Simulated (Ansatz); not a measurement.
Consider Si$_{4}$W.

The calculation's input:

```
crystal:
  lattice:
    - [-2.5747709605, 2.5747709605, 3.0892543346]
    - [2.5747709605, -2.5747709605, 3.0892543346]
    - [2.5747709605, 2.5747709605, -3.0892543346]
  atoms:
    - { symbol: Si, position: [0.1616992609, 0.1616992609, 0.632121834] }
    - { symbol: Si, position: [0.8383007391, 0.4704225731, 0.0] }
    - { symbol: Si, position: [0.5295774269, 0.5295774269, 0.367878166] }
    - { symbol: Si, position: [0.4704225731, 0.8383007391, 0.0] }
    - { symbol: W, position: [0.0, 0.0, 0.0] }
basis:
  ecutwfc: 420
kpoints:
  mp_grid: { grid: [8, 8, 8] }
hamiltonian:
  xc: pbe
scf:
  occupations: { method: gaussian, width: 0.1 }
output:
  forces: true
  stress: true
  eigenvalues: true
  write_density: true
  write_potential: true
  elf: true
  volumetric_format: npy
relax:
  adjacent_minimum: "off"
  f_tol: 0.01
  max_steps: 80
  cell: { stress_tol: 0.05 }
```

Launched as:

```sh
ansatz run input.yaml --threads 1 --pin off --max-ram 2560MiB --backend cpu --events-out ev --progress --plain --runs-dir out
```

Below, planes, directions and counts refer to the conventional cell (a = 5.15 Å, b = 5.15 Å, c = 6.17 Å, α = 90.00°, β = 90.00°, γ = 90.00°).

The fields are those of the run's last geometry, not of the input's.

Space group I-42m; a generated structure, not necessarily the stable one.

Computed with DFT PBE, scalar-relativistic, plane waves, PAW (Ansatz 0.2.0).

Question: Predict the valence pseudo-density and electron localisation function between the atoms.

Answer: Si–W (2.49 Å): ρ is about 0.51 e/Å³ halfway; the ELF peaks at about 0.85 in the valence shell of Si, 0.9 Å from its nucleus, and is about 0.50 at the midpoint.

Question: Does the calculation make it a metal, or give it a gap?

Answer: It is metallic or semimetallic at this level of theory: no gap opens.

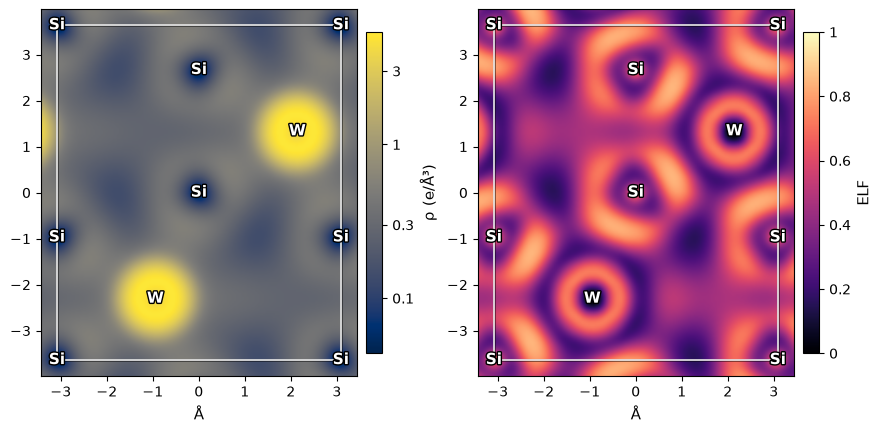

Computed valence pseudo-density and electron localisation function on the (110) plane of the conventional cell, in this order. 
